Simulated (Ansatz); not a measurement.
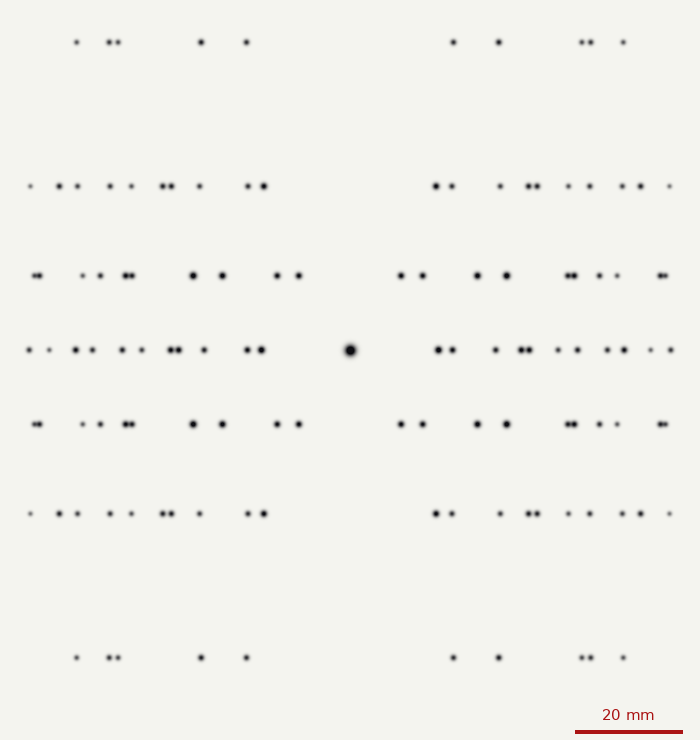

Simulated X-ray rotation photograph: Mo Kα radiation (λ = 0.7107 Å), cylindrical film of radius 57.3 mm unrolled, rotation axis vertical and normal to the beam, kinematic intensities without Lorentz or polarisation factors, the film spanning ±63° about the beam; spots down to d = 0.67 Å.

**Measure the layer lines and find the identity period along the axis.**

The first layer line lies 14.0 mm from the equator, so tan ν = 0.244, sin ν = 0.237 and the period is λ/sin ν = 3.00 Å. Further lines follow at 30.8, 57.9 mm.

The crystal is Ta, space group Fm-3m (No. 225), a = 4.241 Å. Structure: the input geometry of an electronic-structure calculation (not necessarily at equilibrium); the starting structure was generated, so it need not be a known form of this composition.

**About which axis was it rotated?**

About [110] (or an equivalent direction), whose length in the conventional cell is 5.997 Å; the F centring shortens the period to 1/2 of it.
